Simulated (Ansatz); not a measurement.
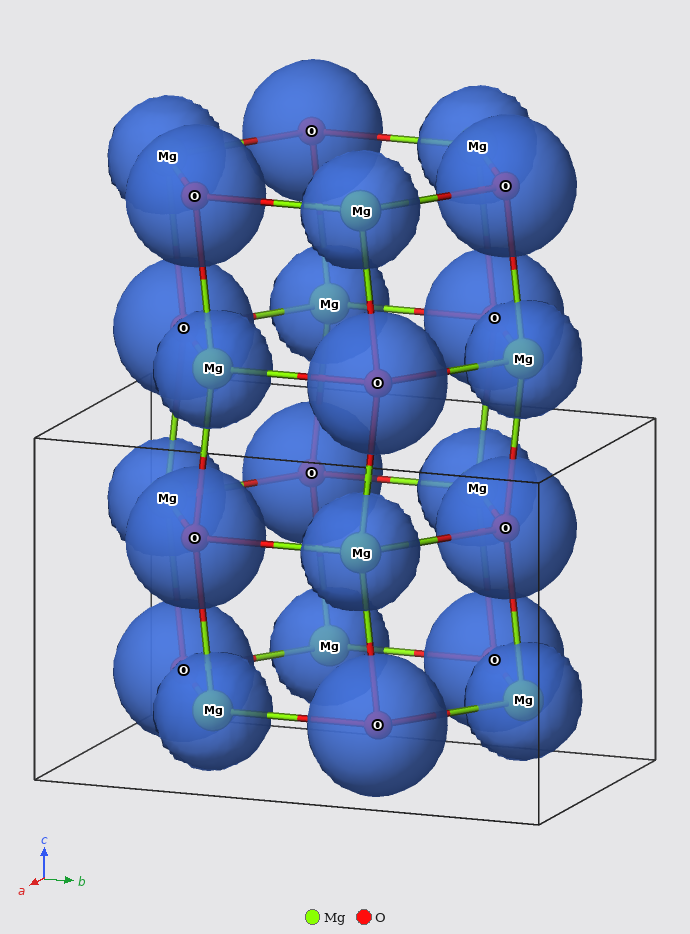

*MgO. Isosurface of the valence pseudo-density at 0.8 e/Å³ (blue), seen slightly off an axis. Sticks mark near contacts.*

Space group Cmcm; a structure from a database of computed crystals, not necessarily the ambient phase; changed on purpose from its base cell (mode 5 frozen in at -0.122 Å, strain +e along z and -e/2 along x and y -0.0467); not relaxed (largest force 1.1 eV/Å); computed pressure about 2 GPa in this cell; PAW files of the earlier set (soft_1).

These are results of Ansatz 0.2.0, DFT PBEsol, scalar-relativistic, plane waves, PAW, not measurements.

Core electrons are frozen (PAW), and the valence fields are smoothed inside the atomic spheres.

```
Mg O
1.0
     3.57637    0.00000    0.00000
     0.00000    6.19445    0.00000
     0.00000    0.00000    3.99882
Mg O
4 4
Direct
  0.50000 0.14651 0.75000
  0.00000 0.64651 0.75000
  0.00000 0.35349 0.25000
  0.50000 0.85349 0.25000
  0.50000 0.18151 0.25000
  0.00000 0.68151 0.25000
  0.00000 0.31849 0.75000
  0.50000 0.81849 0.75000
```

> How is the density connected at this value?

At this value the density breaks into separate islands; it holds about 80 % of the electrons treated as valence (semicore included). It bridges none of the near contacts. It is pinched off along the shortest Mg–O (2.01 Å) and Mg–O (2.08 Å) contacts. On the grid the lowest density along these lines, outside the cores, is 0.35 e/Å³ (Mg–O, 2.01 Å) and 0.3 e/Å³ (Mg–O, 2.08 Å).

> Does the calculation give a band gap?

It is gapped, with a Kohn–Sham gap of 3.3 eV on the k-point mesh (the band edges may lie off the mesh, which would make the gap smaller).
